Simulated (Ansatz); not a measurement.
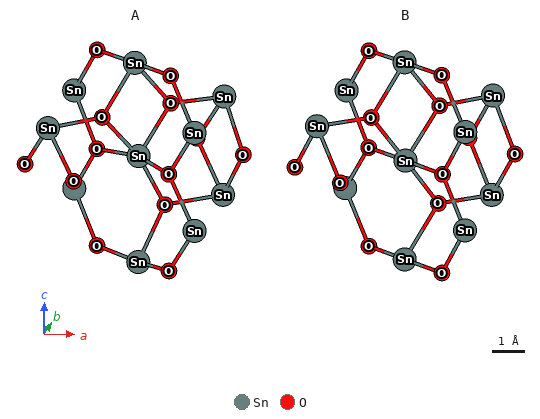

Two geometries of a defect cell of composition Sn23O47, drawn at one scale. One is the start of a relaxation, the other its converged end. Style: ball-and-stick. Shown: the atoms within 4.2 Å of the atom that moves most (axes of the cell of the calculation (origin shifted)), slightly off an axis.

All numbers below come from Ansatz, DFT, PBEsol, PAW, plane waves. Settings: plane-wave cutoff 420 eV; k-point mesh 1 × 1 × 1; mesh shifted by (0.25, 0.25, 0.25); no spin polarisation; atoms relaxed in a fixed cell; force threshold 0.03 eV/Å; at most 80 steps.

Which one is relaxed?

Answer. Structure A is the relaxed one. After 4 geometry steps the energy has fallen by 2.085 eV per cell of the calculation. The largest force component goes from 2.6 to 0.021 eV/Å. A Sn atom moves most: 0.18 Å along [2 2 3]. Largest moves by element: Sn 0.18 Å, O 0.18 Å. The lattice vectors keep their values. Among the contacts that change: O–Sn 2.037 → 2.241 Å, O–Sn 2.083 → 1.988 Å, O–Sn 2.104 → 2.019 Å, O–Sn 2.072 → 2.002 Å. Among the angles between lasting bonds that change: Sn–O–Sn 102.5° → 119.0°, O–Sn–O 179.2° → 164.9°, O–Sn–O 178.8° → 166.6°. Cost: 5.6 s on 1 × NVIDIA GB200 with 8 threads of Arm Neoverse-V2, peak memory 1.8 GiB.
